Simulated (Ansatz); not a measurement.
SiO2: field-gradient calculation

System: SiO2 (I4/mmm, 24 atoms in the cell).
Method: DFT, PBE, plane waves, PAW, no spin polarisation (Ansatz 0.2.0).

The structure derives from a Materials Project entry. Some settings of this run were made unusual or wrong on purpose.

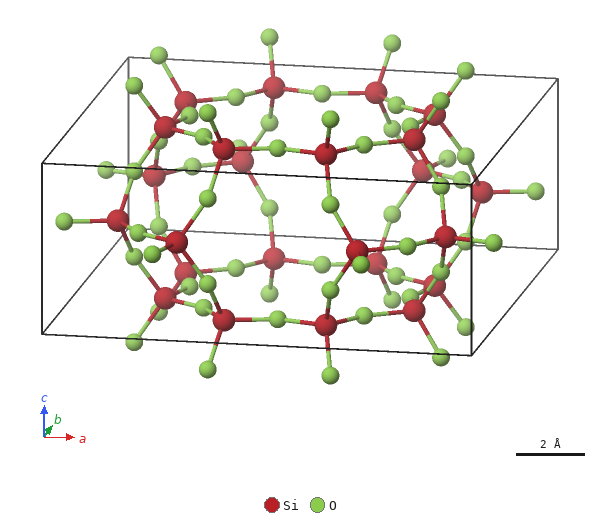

**Figure 1.** The input geometry (ball-and-stick view of the cell 2 times as large as that of the calculation, set on its symmetry axes, seen slightly off an axis; bonded neighbours outside the cell are drawn too). Near neighbours in the crystal (not all of them lie inside the picture): Si has 4 O at 1.61 Å; O has 2 Si at 1.61 Å.

**The input**
```yaml
crystal:
  lattice:
    - [-6.51702593, 6.51702593, 2.624035535]
    - [6.51702593, -6.51702593, 2.624035535]
    - [6.51702593, 6.51702593, -2.624035535]
  atoms:
    - { symbol: Si, position: [0.21021096, 0.38130185, 0.59151281] }
    - { symbol: Si, position: [0.38130185, 0.78978904, 0.17109089] }
    - { symbol: Si, position: [0.61869815, 0.21021096, 0.82890911] }
    - { symbol: Si, position: [0.78978904, 0.38130185, 0.17109089] }
    - { symbol: Si, position: [0.21021096, 0.61869815, 0.82890911] }
    - { symbol: Si, position: [0.78978904, 0.61869815, 0.40848719] }
    - { symbol: Si, position: [0.38130185, 0.21021096, 0.59151281] }
    - { symbol: Si, position: [0.61869815, 0.78978904, 0.40848719] }
    - { symbol: O, position: [0.89285334, 0.10714666, 0.5] }
    - { symbol: O, position: [0.10714666, 0.60714666, 0.21429332] }
    - { symbol: O, position: [0.39285334, 0.89285334, 0.78570668] }
    - { symbol: O, position: [0.60714666, 0.39285334, 0.5] }
    - { symbol: O, position: [0.10714666, 0.89285334, 0.5] }
    - { symbol: O, position: [0.89285334, 0.39285334, 0.78570668] }
    - { symbol: O, position: [0.60714666, 0.10714666, 0.21429332] }
    - { symbol: O, position: [0.39285334, 0.60714666, 0.5] }
    - { symbol: O, position: [0.24303649, 0.5, 0.74303649] }
    - { symbol: O, position: [0.5, 0.75696351, 0.25696351] }
    - { symbol: O, position: [0.5, 0.24303649, 0.74303649] }
    - { symbol: O, position: [0.75696351, 0.5, 0.25696351] }
    - { symbol: O, position: [0.31326444, 0.31326444, 0.62652888] }
    - { symbol: O, position: [0.31326444, 0.68673556, 0.0] }
    - { symbol: O, position: [0.68673556, 0.31326444, 0.0] }
    - { symbol: O, position: [0.68673556, 0.68673556, 0.37347112] }
kpoints:
  mp_grid: { grid: [5, 5, 5] }
scf:
  occupations: { method: fermi_dirac, width: 0.02 }
  max_iter: 100
hamiltonian:
  xc: pbe
  pseudopotentials: { kind: paw }
output:
  forces: true
  stress: true
  populations: true
  efg: { quadrupole_moments_barn: { O: -0.02558 }, contact_densities: true }
basis:
  ecutwfc: "50 eV"
```

Launched with:
```bash
ansatz run input.yaml --threads 1 --pin off --max-ram 2560MiB --backend cpu --events-out ev --progress --plain --runs-dir out
```

**The program's output**
```
Warning: basis.ecutwfc = 50 eV is below the records' recommended 420 eV, and the density's cutoff is lower with it unless basis.ecutrho_ratio is high enough to keep the records' density cutoff: compare with a run at a higher cutoff
Engine: ansatz 0.2.0, x86_64-unknown-linux-gnu
Pseudopotentials: kind: paw
Pseudopotential: Si, paw, valence charge 4, recommended cutoff 420 eV (normal), Si.paw.azcp
Pseudopotential: O, paw, valence charge 6, recommended cutoff 420 eV (normal), O.paw.azcp
Functional definition: PBE
  parameter kappa = 0.804
  parameter beta = 0.06672455060314922
  exchange = pbe_x(kappa = kappa, mu = beta*pi^2/3)
  correlation = pbe_c(beta = beta)
Crystal: 24 atoms, lattice volume = 445.788 Å³
Basis set: ecut = 50 eV, 339 PW (Γ), exchange–correlation on 48×48×48 points (8 copies of the dense FFT grid, shifted against one another)
Bands: 88, of which v1, the nominal top of the filled ones, is band 64 counted from 1 (63 counted from 0)
Symmetry: 16 space group operations
Space group: I4/mmm (ITA 139), of the structure as read, at distance tolerance 7.6e-5 Å
k-points: 18 of 125
Non-local potential: Si, projectors of the file, l = 0: 2, l = 1: 2, l = 2: 2
Non-local potential: O, projectors of the file, l = 0: 2, l = 1: 2, l = 2: 1
PAW form: soft (Blöchl's): semilocal exchange-correlation on the pseudo side does not see the compensation charge
PAW one-centre angular grid: Si, 110 points (default); XC on 64 Gauss nodes
PAW one-centre angular grid: O, 110 points (default); XC on 64 Gauss nodes
Initial density: superposition of atomic densities (neutral atoms: chi_scale 0, normalization atom), corrected by the library's trained network
Initial wavefunctions: pseudopotential atomic-orbital guess
Functional: x = pbe(κ = 0.804, μ = 0.2195149727645171), c = pbe(β = 0.06672455060314922)
SCF iter   1: F=—  HF=-13276.203537 eV  |F-HF|=—  |Δ(HF+E_count)|=         —  Δρ=6.10e-1  dr2=1.47e3  ethr=1.77e-3  ⟨swp⟩=6.5  Hψ=7192  notcnv=0  defer=69
preconditioner: auto → LDOS  [metal: Δε(μ)=0.033 eV  Ē_g=8.477 eV  σ=0.020 eV  W_gap=0.38  n_scr=84 (ndim 8)  ℏωp=17.2 eV  f_vac=0.330  D(μ)=8.23/eV (n_scr^D=44)  β→1.0]
SCF iter   2: F=—  HF=-12318.389744 eV  |F-HF|=—  |Δ(HF+E_count)|=    9.58e2  Δρ=5.25e-2  dr2=1.79e1  ethr=1.77e-3  ⟨swp⟩=5.9  Hψ=5835  notcnv=0  defer=267
preconditioner: auto → Resta (q_TF=auto, 2.216 Å⁻¹)  ε∞=2.7  [insulator: Δε(μ)=0.155 eV  Ē_g=13.078 eV  σ=0.020 eV  W_gap=0.95  n_scr=84 (ndim 8)  ℏωp=17.2 eV  f_vac=0.289  D(μ)=0.07/eV (n_scr^D=0)  ε∞_Penn≈2.7  vacuum switching on, ρ_ref=1.2e-2 e/Å³  β→0.5]
SCF iter   3: F=—  HF=-12311.490118 eV  |F-HF|=—  |Δ(HF+E_count)|=    6.90e0  Δρ=1.64e-2  dr2=2.01e0  ethr=1.77e-3  ⟨swp⟩=5.0  Hψ=3349  notcnv=0  defer=309
SCF iter   4: F=—  HF=-12311.959731 eV  |F-HF|=—  |Δ(HF+E_count)|=   4.70e-1  Δρ=3.02e-3  dr2=1.47e-1  ethr=1.57e-3  ⟨swp⟩=3.2  Hψ=2579  notcnv=0  defer=309
SCF iter   5: F=—  HF=-12311.917077 eV  |F-HF|=—  |Δ(HF+E_count)|=   4.27e-2  Δρ=9.25e-4  dr2=6.95e-3  ethr=1.15e-4  ⟨swp⟩=4.5  Hψ=2541  notcnv=0  defer=309
SCF iter   6: F=—  HF=-12311.918162 eV  |F-HF|=—  |Δ(HF+E_count)|=   1.08e-3  Δρ=1.90e-4  dr2=3.46e-4  ethr=5.43e-6  ⟨swp⟩=2.8  Hψ=2036  notcnv=0  defer=309
SCF iter   7: F=—  HF=-12311.918081 eV  |F-HF|=—  |Δ(HF+E_count)|=   8.06e-5  Δρ=2.86e-5  dr2=1.67e-5  ethr=2.71e-7  ⟨swp⟩=2.8  Hψ=2185  notcnv=0  defer=309
SCF iter   8: F=—  HF=-12311.953945 eV  |F-HF|=—  |Δ(HF+E_count)|=   3.59e-2  Δρ=7.72e-5  dr2=2.59e-5  ethr=1.31e-8  ⟨swp⟩=3.3  Hψ=3666  notcnv=0  defer=308
SCF iter   9: F=—  HF=-12311.953942 eV  |F-HF|=—  |Δ(HF+E_count)|=   2.39e-6  Δρ=5.89e-5  dr2=1.49e-5  ethr=1.31e-8  ⟨swp⟩=1.0  Hψ=1276  notcnv=0  defer=308
SCF iter  10: F=—  HF=-12311.953939 eV  |F-HF|=—  |Δ(HF+E_count)|=   2.65e-6  Δρ=7.99e-6  dr2=2.28e-7  ethr=1.16e-8  ⟨swp⟩=2.2  Hψ=2049  notcnv=0  defer=308
SCF iter  11: F=-12311.953939 eV  HF=-12311.953939 eV  |F-HF|=1.38e-9  |Δ(HF+E_count)|=   1.70e-8  Δρ=9.86e-7  dr2=3.53e-9  ethr=7.81e-11  ⟨swp⟩=16.4  Hψ=9767  notcnv=0
SCF 1 converged in 11 iterations: F = -12311.953939 eV  dr2 = 3.53e-9
  greatest PAW one-centre occupation: 0.990 electrons in one spin orbital (limit 2), on the O atom at site 13 (counted from 0), in its partial waves of l = 0
```

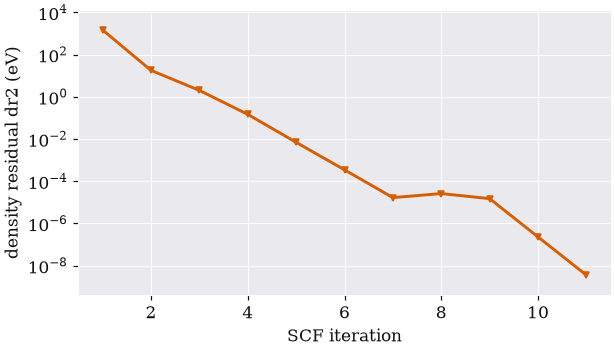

**Figure 2.** Convergence of the self-consistent field: density residual dr2 against the SCF iteration. The residual falls almost steadily, with no more than small rises.

```
SCF converged after 11 iterations
Free energy (F): -12311.953939 eV
Harris-Foulkes:  -12311.953939 eV  (|F-HF|=1.38e-9)
Internal energy: -12311.953920 eV  (E = F + TS)
E sigma→0 (E₀):  -12311.953930 eV
Entropy (-TS):   -0.000019 eV (-0.001 meV/atom)
Fermi energy:    5.664829 eV
--- Per-component energies (eV) ---
  E_band       = -1313.343735
  E_kinetic    = 2490.244986
  E_local      = -8004.956736  (includes V_loc(G=0)·N_el)
  E_nonlocal   = 482.421287
  E_hartree    = 2813.285045
  E_xc         = -1582.554129
  E_vxc        = -1833.529498  (∫ρ·V_xc dr)
  E_paw        = -6196.736853  (= ΣΔE_a)
  E_vpaw       = -73.597739  (= ΣTr[D̂ρ^β])
  E_aug_tail   = -0.495385  (compensation charges beyond the density's cutoff)
  E_ewald      = -2313.162135
  E_smearing   = -0.000019  (= −TS)
  E_closure    = 0.000000  (closes the sum)
  Σ components = -12311.953939   (vs F -12311.953939, Δ=0.00e0)
--- Forces (eV/Å), atoms counted from 1 ---
  atom   1  Si    -3.34583091    -0.19016441     0.00000000
  atom   2  Si     0.19016441    -3.34583091    -0.00000000
  atom   3  Si    -0.19016441     3.34583091    -0.00000000
  atom   4  Si    -3.34583091     0.19016441     0.00000000
  atom   5  Si     3.34583091    -0.19016441    -0.00000000
  atom   6  Si     3.34583091     0.19016441     0.00000000
  atom   7  Si    -0.19016441    -3.34583091    -0.00000000
  atom   8  Si     0.19016441     3.34583091    -0.00000000
  atom   9  O     10.31566699   -10.31566699    -0.00000000
  atom  10  O     10.31566699    10.31566699     0.00000000
  atom  11  O    -10.31566699   -10.31566699     0.00000000
  atom  12  O    -10.31566699    10.31566699    -0.00000000
  atom  13  O    -10.31566699    10.31566699    -0.00000000
  atom  14  O    -10.31566699   -10.31566699     0.00000000
  atom  15  O     10.31566699    10.31566699     0.00000000
  atom  16  O     10.31566699   -10.31566699    -0.00000000
  atom  17  O      0.00000000    15.95621413     0.00000000
  atom  18  O    -15.95621413    -0.00000000     0.00000000
  atom  19  O     15.95621413     0.00000000     0.00000000
  atom  20  O      0.00000000   -15.95621413    -0.00000000
  atom  21  O      7.96497881     7.96497881     0.00000000
  atom  22  O     -7.96497881     7.96497881     0.00000000
  atom  23  O      7.96497881    -7.96497881     0.00000000
  atom  24  O     -7.96497881    -7.96497881     0.00000000
  max |Σ_I F_I| component: 2.66e-15 eV/Å
--- Stress (GPa, compression-positive) ---
      152.165305       0.000000       0.000000
        0.000000     152.165305      -0.000000
        0.000000       0.000000     144.600415
  P = ⅓ Tr σ = 149.6437 GPa (1496.437 kbar)
--- PAW observables at the nuclei: V_zz in 10²¹ V/m², potentials from the cell's mean, atoms counted from 1 ---
  atom   1  Si V_zz =    +3.069152   η = 0.1042   by run symmetry: allowed
            electrostatic potential = -1358.748538 V   contact ρ = none
  atom   2  Si V_zz =    +3.069152   η = 0.1042   by run symmetry: allowed
            electrostatic potential = -1358.748538 V   contact ρ = none
  atom   3  Si V_zz =    +3.069152   η = 0.1042   by run symmetry: allowed
            electrostatic potential = -1358.748538 V   contact ρ = none
  atom   4  Si V_zz =    +3.069152   η = 0.1042   by run symmetry: allowed
            electrostatic potential = -1358.748538 V   contact ρ = none
  atom   5  Si V_zz =    +3.069152   η = 0.1042   by run symmetry: allowed
            electrostatic potential = -1358.748538 V   contact ρ = none
  atom   6  Si V_zz =    +3.069152   η = 0.1042   by run symmetry: allowed
            electrostatic potential = -1358.748538 V   contact ρ = none
  atom   7  Si V_zz =    +3.069152   η = 0.1042   by run symmetry: allowed
            electrostatic potential = -1358.748538 V   contact ρ = none
  atom   8  Si V_zz =    +3.069152   η = 0.1042   by run symmetry: allowed
            electrostatic potential = -1358.748538 V   contact ρ = none
  atom   9  O  V_zz =    +2.337137   η = 0.0699   by run symmetry: allowed   C_q = -1.4456 MHz
            electrostatic potential = -535.653112 V   contact ρ = none
  atom  10  O  V_zz =    +2.337137   η = 0.0699   by run symmetry: allowed   C_q = -1.4456 MHz
            electrostatic potential = -535.653112 V   contact ρ = none
  atom  11  O  V_zz =    +2.337137   η = 0.0699   by run symmetry: allowed   C_q = -1.4456 MHz
            electrostatic potential = -535.653112 V   contact ρ = none
  atom  12  O  V_zz =    +2.337137   η = 0.0699   by run symmetry: allowed   C_q = -1.4456 MHz
            electrostatic potential = -535.653112 V   contact ρ = none
  atom  13  O  V_zz =    +2.337137   η = 0.0699   by run symmetry: allowed   C_q = -1.4456 MHz
            electrostatic potential = -535.653112 V   contact ρ = none
  atom  14  O  V_zz =    +2.337137   η = 0.0699   by run symmetry: allowed   C_q = -1.4456 MHz
            electrostatic potential = -535.653112 V   contact ρ = none
  atom  15  O  V_zz =    +2.337137   η = 0.0699   by run symmetry: allowed   C_q = -1.4456 MHz
            electrostatic potential = -535.653112 V   contact ρ = none
  atom  16  O  V_zz =    +2.337137   η = 0.0699   by run symmetry: allowed   C_q = -1.4456 MHz
            electrostatic potential = -535.653112 V   contact ρ = none
  atom  17  O  V_zz =    +2.404554   η = 0.2336   by run symmetry: allowed   C_q = -1.4873 MHz
            electrostatic potential = -534.913313 V   contact ρ = none
  atom  18  O  V_zz =    +2.404554   η = 0.2336   by run symmetry: allowed   C_q = -1.4873 MHz
            electrostatic potential = -534.913313 V   contact ρ = none
  atom  19  O  V_zz =    +2.404554   η = 0.2336   by run symmetry: allowed   C_q = -1.4873 MHz
            electrostatic potential = -534.913313 V   contact ρ = none
  atom  20  O  V_zz =    +2.404554   η = 0.2336   by run symmetry: allowed   C_q = -1.4873 MHz
            electrostatic potential = -534.913313 V   contact ρ = none
  atom  21  O  V_zz =    +2.541245   η = 0.1705   by run symmetry: allowed   C_q = -1.5718 MHz
            electrostatic potential = -535.693829 V   contact ρ = none
  atom  22  O  V_zz =    +2.541245   η = 0.1705   by run symmetry: allowed   C_q = -1.5718 MHz
            electrostatic potential = -535.693829 V   contact ρ = none
  atom  23  O  V_zz =    +2.541245   η = 0.1705   by run symmetry: allowed   C_q = -1.5718 MHz
            electrostatic potential = -535.693829 V   contact ρ = none
  atom  24  O  V_zz =    +2.541245   η = 0.1705   by run symmetry: allowed   C_q = -1.5718 MHz
            electrostatic potential = -535.693829 V   contact ρ = none
--- Band table (eV; the first three rows and the last of 18) ---
  k-point 0: bands = ["-34.3790", "-34.3790", "-34.1551", "-34.1011", "-33.1525", "-33.0882", "-33.0595", "-33.0595", "-32.4964", "-31.8335", "-31.8335", "-31.6950", "-31.6950", "-31.5051", "-31.3072", "-30.3772", "-10.1616", "-9.4019", "-9.2692", "-9.2692", "-8.1938", "-7.7376", "-7.7376", "-6.4116", "-6.3270", "-6.1797", "-5.6733", "-5.6733", "-5.5658", "-5.5658", "-5.2535", "-4.9069", "-3.3439", "-2.8607", "-2.2285", "-2.2285", "-1.9859", "-1.9009", "-1.7275", "-1.7275", "-1.1095", "-0.9612", "-0.2205", "-0.2205", "-0.1389", "-0.1389", "-0.1366", "0.0500", "0.0500", "0.3807", "0.7771", "1.2558", "1.3417", "1.3981", "1.3981", "1.6279", "1.7445", "2.8329", "3.5782", "3.5782", "3.9327", "4.3793", "4.3793", "5.5576", "5.7732", "7.2659", "7.2659", "8.0765", "9.0720", "9.1411", "9.5063", "9.5947", "9.5947", "10.3193", "10.8429", "10.8429", "11.1152", "11.4224", "11.4874", "11.4874", "12.0089", "12.1319", "12.1319", "12.1500", "12.4048", "12.5279", "12.5279", "13.3827"]
  k-point 1: bands = ["-35.1212", "-34.7986", "-34.7803", "-34.3927", "-33.9529", "-33.4482", "-33.1184", "-32.6083", "-32.5242", "-32.4694", "-32.4652", "-32.3288", "-32.2453", "-31.8835", "-31.4069", "-30.9278", "-10.1697", "-9.4743", "-9.4726", "-9.3224", "-8.9004", "-8.3525", "-7.6898", "-6.5127", "-6.4119", "-6.2638", "-6.1328", "-5.9284", "-5.7522", "-5.6306", "-5.5292", "-5.5119", "-3.4745", "-3.3062", "-2.9799", "-2.7093", "-2.4065", "-2.1300", "-1.9649", "-1.6961", "-1.1579", "-1.1334", "-1.1175", "-0.5299", "-0.4331", "-0.3878", "-0.3498", "-0.3282", "-0.1258", "0.3745", "0.5608", "0.6815", "0.6834", "0.9793", "1.1815", "1.3435", "1.7951", "2.5746", "3.2408", "3.4114", "3.7016", "4.0358", "4.4097", "5.0075", "5.9137", "7.0028", "7.3402", "7.7165", "8.8579", "9.0202", "9.0594", "9.1411", "9.6974", "10.0754", "10.5179", "10.8046", "11.0057", "11.0793", "11.4390", "11.6159", "11.6244", "11.8856", "12.1589", "12.1793", "12.3529", "12.3864", "12.8482", "12.8509"]
  k-point 2: bands = ["-35.4833", "-35.2123", "-35.0118", "-34.2251", "-33.9241", "-33.4884", "-33.0313", "-32.8682", "-32.7566", "-32.4245", "-32.4237", "-32.1271", "-31.8197", "-31.6133", "-31.4042", "-31.1106", "-10.0138", "-9.7529", "-9.3345", "-9.1742", "-8.8582", "-8.4556", "-7.5809", "-6.8387", "-6.4828", "-6.3854", "-6.2547", "-6.1718", "-6.0184", "-5.6693", "-5.3967", "-5.2905", "-3.5372", "-3.2692", "-3.1331", "-2.8325", "-2.4169", "-2.1927", "-2.0128", "-1.9049", "-1.2744", "-1.2280", "-1.0612", "-0.9218", "-0.5086", "-0.4524", "-0.3616", "-0.2457", "0.1282", "0.1476", "0.4292", "0.7934", "0.9781", "1.0549", "1.2208", "1.6589", "2.1385", "2.4402", "3.0861", "3.3404", "3.4740", "3.8002", "4.4620", "4.9440", "6.3796", "6.9453", "7.5263", "7.6492", "8.6097", "8.8347", "9.4137", "9.4731", "9.7448", "10.0077", "10.2101", "10.2762", "10.4636", "10.7761", "11.3873", "11.6540", "11.8302", "11.9275", "11.9823", "12.0355", "12.3140", "12.5791", "12.6352", "12.6956"]
  k-point 17: bands = ["-35.3272", "-34.7236", "-34.6939", "-34.4919", "-34.1448", "-32.8497", "-32.8168", "-32.4745", "-32.3997", "-32.2969", "-32.2868", "-32.1161", "-32.0248", "-31.5352", "-31.3871", "-30.8663", "-9.9367", "-9.7983", "-9.3491", "-8.9739", "-8.6804", "-8.0302", "-7.2410", "-6.8152", "-6.3625", "-6.1839", "-6.0994", "-6.0991", "-5.8682", "-5.7971", "-5.7284", "-5.3569", "-3.2279", "-3.1235", "-3.1007", "-2.4361", "-2.2103", "-2.1266", "-2.0520", "-2.0095", "-1.2284", "-1.1286", "-0.9145", "-0.5402", "-0.5397", "-0.5319", "-0.5089", "-0.4794", "0.0256", "0.4515", "0.9465", "0.9718", "1.0934", "1.2779", "1.5010", "1.8034", "1.8380", "2.1975", "2.5512", "3.6534", "3.8670", "4.1276", "4.4200", "4.5282", "6.4001", "6.8238", "6.9110", "7.4943", "8.4001", "9.0666", "9.3027", "9.9720", "10.0618", "10.2336", "10.2528", "10.3200", "10.4242", "10.8621", "10.9152", "10.9710", "11.5459", "12.0538", "12.1307", "12.1739", "12.6230", "12.6584", "12.7949", "13.1317"]
--- Löwdin populations: 24 sites ---
  site symbol       q [e]
     0     Si      3.2831
     1     Si      3.2831
     2     Si      3.2831
     3     Si      3.2831
     4     Si      3.2831
     5     Si      3.2831
     6     Si      3.2831
     7     Si      3.2831
     8      O      6.2553
     9      O      6.2553
    10      O      6.2553
    11      O      6.2553
    12      O      6.2553
    13      O      6.2553
    14      O      6.2553
    15      O      6.2553
    16      O      6.2309
    17      O      6.2309
    18      O      6.2309
    19      O      6.2309
    20      O      6.2844
    21      O      6.2844
    22      O      6.2844
    23      O      6.2844
  spilling = 0.012748 (of n_electrons = 128.000000)
```

**File populations.tsv**
```
# site	symbol	l	j	q
# orbitals = lowdin
# n_electrons = 128.000000
# spilling = 0.012748
0	Si	0_3S	-	0.926046
0	Si	1_3P	-	2.357030
1	Si	0_3S	-	0.926046
1	Si	1_3P	-	2.357030
2	Si	0_3S	-	0.926046
2	Si	1_3P	-	2.357030
3	Si	0_3S	-	0.926046
3	Si	1_3P	-	2.357030
4	Si	0_3S	-	0.926046
4	Si	1_3P	-	2.357030
5	Si	0_3S	-	0.926046
5	Si	1_3P	-	2.357030
6	Si	0_3S	-	0.926046
6	Si	1_3P	-	2.357030
7	Si	0_3S	-	0.926046
7	Si	1_3P	-	2.357030
8	O	0_2S	-	1.721008
8	O	1_2P	-	4.534287
9	O	0_2S	-	1.721008
9	O	1_2P	-	4.534287
10	O	0_2S	-	1.721008
10	O	1_2P	-	4.534287
11	O	0_2S	-	1.721008
11	O	1_2P	-	4.534287
12	O	0_2S	-	1.721008
12	O	1_2P	-	4.534287
13	O	0_2S	-	1.721008
13	O	1_2P	-	4.534287
14	O	0_2S	-	1.721008
14	O	1_2P	-	4.534287
15	O	0_2S	-	1.721008
15	O	1_2P	-	4.534287
16	O	0_2S	-	1.709015
16	O	1_2P	-	4.521874
17	O	0_2S	-	1.709015
17	O	1_2P	-	4.521874
18	O	0_2S	-	1.709015
18	O	1_2P	-	4.521874
19	O	0_2S	-	1.709015
19	O	1_2P	-	4.521874
20	O	0_2S	-	1.711080
20	O	1_2P	-	4.573364
21	O	0_2S	-	1.711080
21	O	1_2P	-	4.573364
22	O	0_2S	-	1.711080
22	O	1_2P	-	4.573364
23	O	0_2S	-	1.711080
23	O	1_2P	-	4.573364
```

**What the run reported**

```tsv
quantity	value
outcome	converged
space group (tolerance 0.01 Å)	I4/mmm (139)
electrons treated	128
free energy	−12311.9539 eV
Fermi energy	5.665 eV
pressure	149.64 GPa
field gradient V_zz (10²¹ V/m²)	Si 3.07, Si 3.07, Si 3.07, Si 3.07, Si 3.07, Si 3.07, Si 3.07, Si 3.07 (the first 8 of 24 sites)
largest force (length of the vector)	15.956 eV/Å
hardware	1 thread of Intel Xeon (Granite Rapids), 64 GiB of memory available, shared host
wall time	4 s
peak memory	0.42 GiB
```

**Diagnosis**

The input was spoiled on purpose: a cutoff far too low (`basis.ecutwfc`). The plane-wave basis is far from complete, so energies, forces and above all the stress are wrong. The run converged all the same; its numbers are those of the faulty input and shouldn't be used. The program warns: the cutoff is below the recommended one.
